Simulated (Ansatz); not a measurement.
# Fermi surface of Rb in space group P6_3/mmc

Input

```yaml
crystal:
  lattice:
    - [5.08820698, 0.0, 0.0]
    - [-2.54410349, 4.4065165, 0.0]
    - [0.0, 0.0, 8.44205798]
  atoms:
    - { symbol: Rb, position: [0.33333333, 0.66666667, 0.25] }
    - { symbol: Rb, position: [0.66666667, 0.33333333, 0.75] }
basis:
  ecutwfc: 420
kpoints:
  mp_grid: { grid: [12, 12, 6] }
hamiltonian:
  xc: pbe
scf:
  occupations: { method: gaussian, width: 0.05 }
output:
  forces: true
  eigenvalues: true
  eigenstates:
    nscf_kmesh: { grid: [30, 30, 14] }
    top_band: c6
    de_dk: true
    localisation: false
  stress: true
checkpoint:
  write: ck
  compress: false
  write_wavefunctions: false
  write_every: 100000
```

Run with:

```sh
ansatz run input.yaml --threads 1 --pin off --max-ram 3072MiB --backend cpu --events-out ev --progress --plain --runs-dir out
```

Theory: DFT PBE, scalar-relativistic, plane waves, PAW; levels and slopes on a dense k mesh at the converged density in Ansatz 0.2.0. No spin polarisation. The levels come from a k mesh of 30×30×14 points. Unrelaxed database geometry. The cell comes from a database of computed structures, not from a measurement.

Part 1: The sheets

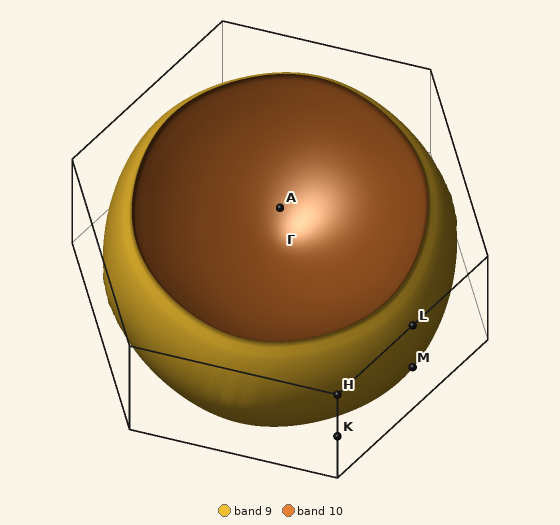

Computed Fermi surface of this crystal. Each colour is one band. The brighter face of a sheet looks towards empty states.

> Summarise the topology of this Fermi surface.

Two bands cross the Fermi level; this is a three-dimensional metal.

Band 9: one open electron tube parallel to Γ–A.
Band 10: one electron pocket centred at A (26 % of the zone).
A pocket cut by a face of the zone is counted once with the part on the opposite face.
The shape of the surface of band 9 changes its kind within 0.06 eV of this level, so small parts may appear, vanish, join or separate.

> How large are the density of states and the plasma frequency?

The density of states at the Fermi level is 1.9 states/eV per primitive cell. The intraband plasma frequencies along the cartesian axes x, y and z of the cell as given are 3.6, 3.6 and 3.5 eV.

Part 2: Speeds

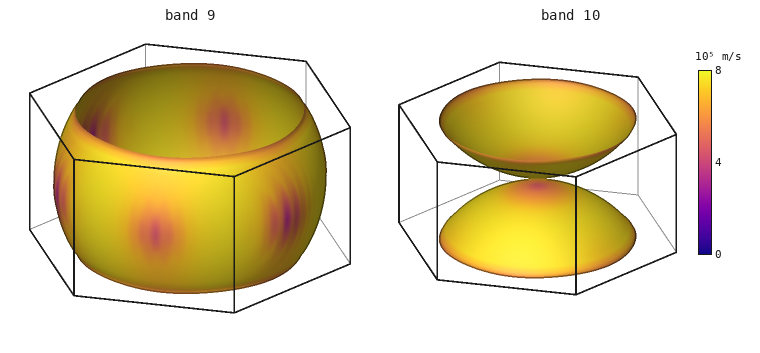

Fermi surface of this crystal, coloured by the Fermi speed.

> How fast are the electrons on each sheet?

Band 9: 5.1 to 7.6 × 10⁵ m/s over most of the sheet, 6.9 × 10⁵ m/s on average over states. Band 10: 5.7 to 7.6 × 10⁵ m/s over most of the sheet, 7.2 × 10⁵ m/s on average over states.

Part 3: Cuts and bands

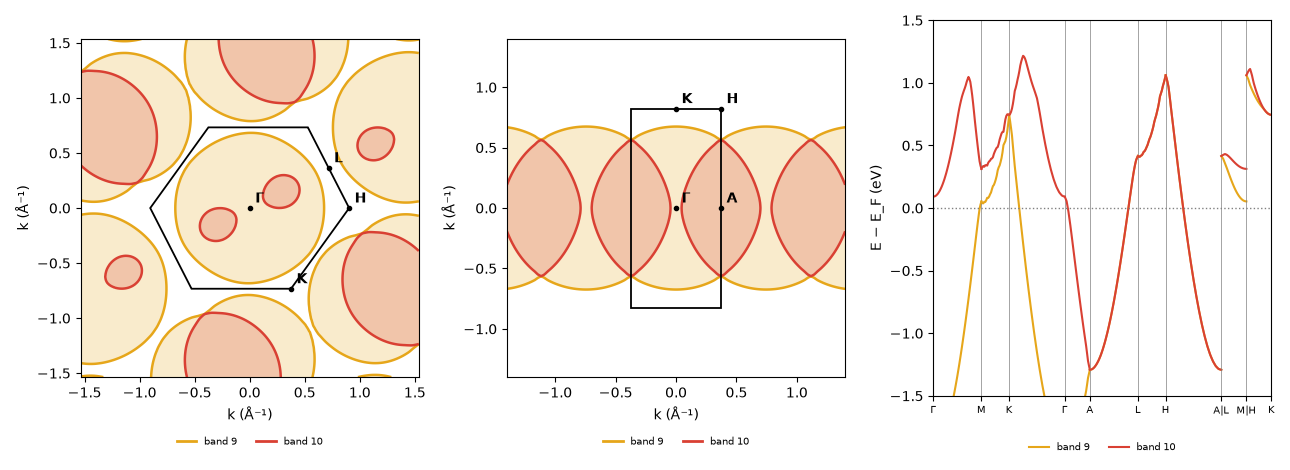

This crystal: cuts through the Fermi surface in the plane through Γ, H and L and the plane through Γ, A and K, filled states shaded, and the bands that cross the Fermi level.

> Give each band's level at the labelled points, in eV from the Fermi level.

```json
{"band": "band 9", "Γ": "below", "A": "−1.29", "K": "+0.74", "H": "+1.06", "M": "+0.05", "L": "+0.42"}
{"band": "band 10", "Γ": "+0.09", "A": "−1.29", "K": "+0.74", "H": "+1.06", "M": "+0.31", "L": "+0.42"}
```

Negative values are filled states; "above" and "below" lie outside the plotted window.

Spin-orbit coupling is left out; with Rb it can split, shift or remove sheets. Necks and pockets thinner than about two mesh steps aren't resolved, so separate pockets may in truth be joined.

Time for the whole run: 61 s on 1 thread of Arm Neoverse V2, on a shared host, peak memory 1.2 GiB.
